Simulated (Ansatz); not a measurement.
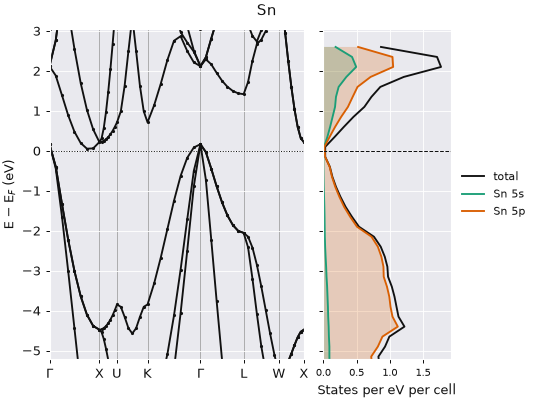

Band structure and density of states of Sn, space group Fd-3m, 2 atoms in the cell, a structure borrowed from another compound. Method: DFT with r2SCAN, PAW plane waves, no spin polarisation, 10×10×10 k mesh, 500 eV cutoff, Fermi-Dirac smearing of 0.1 eV (Ansatz 0.2.0). Energies are counted from the Fermi level. The path runs straight from each named point to the next. The partial curves are projected on Löwdin-orthogonalised atomic shells.

A semimetal: 3 bands cross the Fermi level along this path, but there are almost no states there. Bands cross the Fermi level on Γ–X, K–Γ and Γ–L, and not on X–U, U–K, L–W and W–X. The density of states at the Fermi level is about 0.028 per eV and cell (mean within 0.25 eV), or 0.014 per atom. The tallest peak in the window is at 2.1 eV; by projected weight it is Sn 5p (65 %) and Sn 5s (30 %).

The structure was built from a prototype or by substitution, so it need not be a known phase. The cell is at 57 GPa in this functional.
